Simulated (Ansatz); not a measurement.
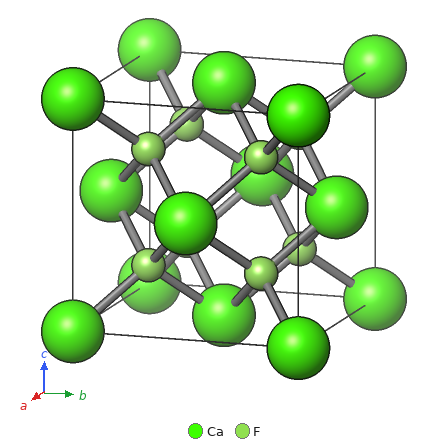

System: CaF₂, space group Fm-3m (No. 225). The picture shows the conventional cell.

Structure:
```xyz
3
Lattice="0.0000 2.5240 2.5240 2.5240 0.0000 2.5240 2.5240 2.5240 0.0000" Properties=species:S:1:pos:R:3 pbc="T T T"
Ca    0.0000    0.0000    0.0000
F     1.2620    1.2620    1.2620
F     3.7860    3.7860    3.7860
```

Method: infrared-active and silent optical phonons at the zone centre of an insulator with atoms at rest in the given cell, intensity summed over the level, zero macroscopic field, imaginary frequencies are negative, field response on a mesh refined by the program; PAW (Ansatz 0.2.0). Level: PBEsol, no spin polarisation.

| setting | value |
| --- | --- |
| wave cutoff | 420 eV |
| k mesh | 8×8×8 |
| occupations | fixed |
| pressure | 30 GPa |

Describe the result: the infrared spectrum of the zone-centre phonons.

The strongest infrared line is at 403.3 cm⁻¹, the only infrared-active level.

| frequency (cm⁻¹) | degeneracy | infrared ((D/Å)²/amu) |
| --- | --- | --- |
| 403.3 | 3 | 21.1 |
| 443.0 | 3 | 0 |

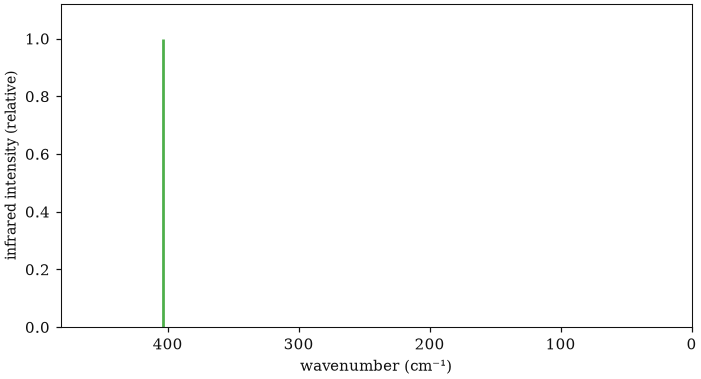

The spectrum is scaled to its strongest line. These are zero-field (TO) frequencies; inactive modes don't show.
